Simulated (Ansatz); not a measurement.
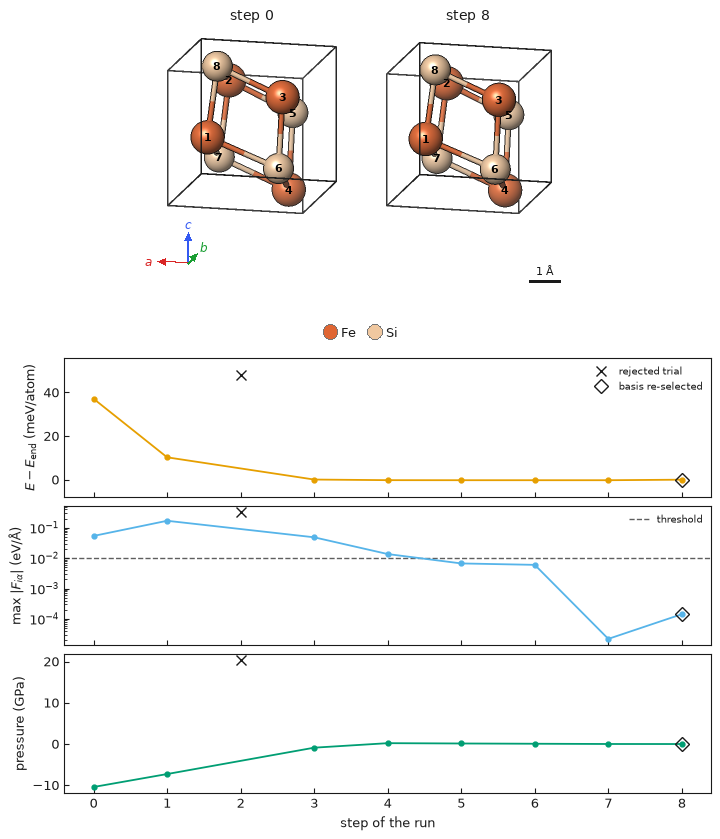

First and last geometry of a relaxation of a crystal of FeSi (set up in P2_13), with the history of the run. The picture is a ball-and-stick view of the cell of the calculation, seen from a free direction.

The run lets cell and atoms move.

Method: Kohn-Sham DFT of a periodic cell, PBE, Ansatz PAW in Ansatz.

Input
```yaml
crystal:
  lattice:
    - [4.5507, 0.0, 0.0]
    - [0.0, 4.5507, 0.0]
    - [0.0, 0.0, 4.5507]
  atoms:
    - { symbol: Fe, position: [0.86348, 0.63652, 0.36348], spin: 3.0 }
    - { symbol: Fe, position: [0.63652, 0.36348, 0.86348], spin: 3.0 }
    - { symbol: Fe, position: [0.36348, 0.86348, 0.63652], spin: 3.0 }
    - { symbol: Fe, position: [0.13652, 0.13652, 0.13652], spin: 3.0 }
    - { symbol: Si, position: [0.1576, 0.3424, 0.6576] }
    - { symbol: Si, position: [0.3424, 0.6576, 0.1576] }
    - { symbol: Si, position: [0.6576, 0.1576, 0.3424] }
    - { symbol: Si, position: [0.8424, 0.8424, 0.8424] }
hamiltonian:
  xc: pbe
  pseudopotentials: { kind: paw }
magnetization:
  spin_polarized: true
kpoints:
  mp_grid: { grid: [6, 6, 6] }
scf:
  occupations: { method: fermi_dirac, width: 0.05 }
output:
  forces: true
  stress: true
  eigenvalues: true
relax:
  f_tol: 0.01
  max_steps: 40
  cell: { stress_tol: 0.05 }
```

Command:
```bash
ansatz run input.yaml --threads 4 --pin off --max-ram 11264MiB --backend cpu --events-out ev --progress --plain --runs-dir out
```

Did the run converge, and what did it change?

It converged. The energy falls by 37.1 meV per atom in 6 accepted moves (8 points after the start). The largest force component goes from 0.054 to 0.00014 eV/Å. Pressure: −10.43 GPa at the start and −0.01 GPa at the end. The line search rejected the trial step at point 2 of the run. The SCF was repeated once at an unchanged geometry on a basis and grid sized afresh for the cell, which shifted the energy by 0.2 meV per atom at most. The largest moves relative to the cell, 0.012 Å, are those of Si5, Si6, Si7 and Si8. Si8 goes along [−1 −1 −1]. Largest moves by element: Si 0.012 Å, Fe 0.003 Å. The drawn cell changes as follows: a = b = c 4.551 → 4.448 Å (−2.3 %); the volume changes by −6.6 %. Some distances before and after: Fe1–Si6 2.374 → 2.311 Å, Fe1–Si6 (another image) 2.551 → 2.500 Å, Fe1–Si5 2.318 → 2.275 Å. The space group stays P2_13 (No. 198). At step 2 the optimiser overshot: the energy rose above the start, and later steps came back. The program noted that the starting moments weren't kept.
